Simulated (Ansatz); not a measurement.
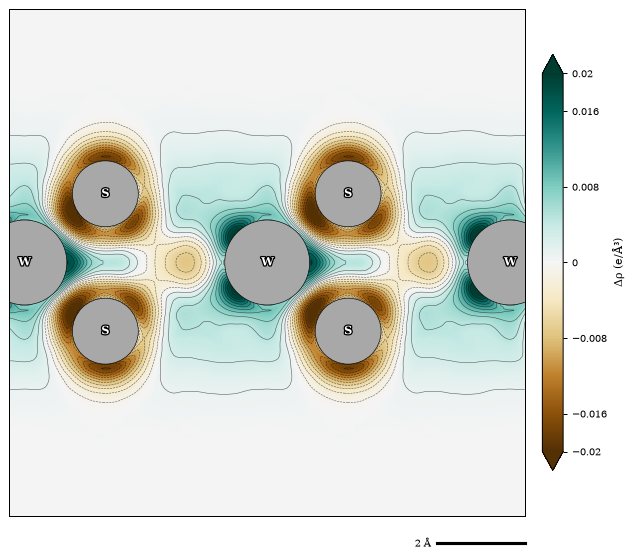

WS₂. Difference of the valence pseudo-densities of two functionals at the same geometry, on the (110) plane of the calculation cell, a cut from vacuum to vacuum: one of LDA and r2SCAN less the other.

Both computed with Ansatz (plane waves, PAW), on the same k-point mesh. Grey discs cover the atomic cores.

> Which was subtracted from which, and what does the map show?

It is LDA less r2SCAN. Against r2SCAN, LDA gives more density around W (+0.008 e/Å³ on average at 1.1 Å from the nucleus), less density around S (−0.014 e/Å³ on average at 0.9 Å from the nucleus) and a change of −0.008 e/Å³ at the midpoint of W–S.
